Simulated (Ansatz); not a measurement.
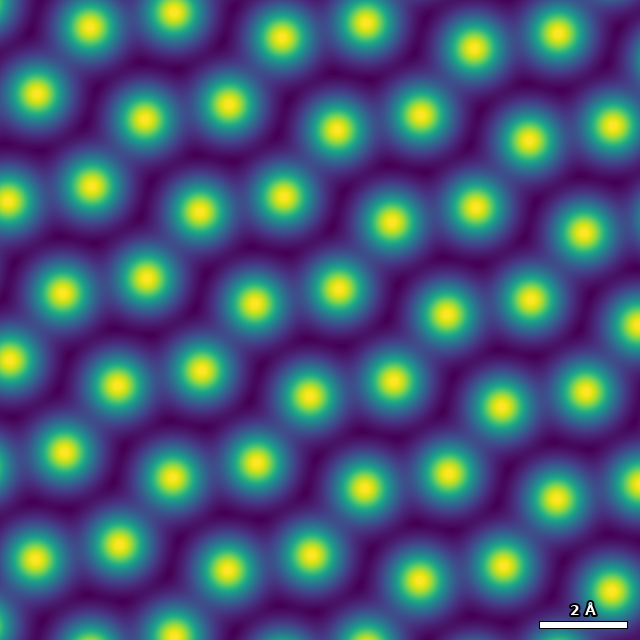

iDPC-like image of a crystal. Simulated as the projected potential of neutral atoms (B = 0.3 Å²) blurred by a 0.74 Å probe, the thin-sample limit of integrated differential phase contrast. The display is stretched by a gamma of 0.65; percentages refer to the linear signal.

Measure the repeat of the pattern.

Answer. The pattern repeats on a rectangular net of 2.5 × 3.7 Å.

Which plane group does this projection have?

Answer. p2mg: mirror lines in one direction, glide lines across them, twofold points on the glide lines.

How many columns does the smallest repeating cell hold, and how many levels of brightness?

Answer. 2 columns in the primitive cell of 9.4 Å², all of one brightness.

The crystal is Pt (Cmcm, No. 63) seen along [110]. Model: coordinates from a relaxation with Ansatz, DFT, PBE, plane waves (420 eV) with PAW, scalar-relativistic; the starting structure was generated, so it need not be a known form of this composition.
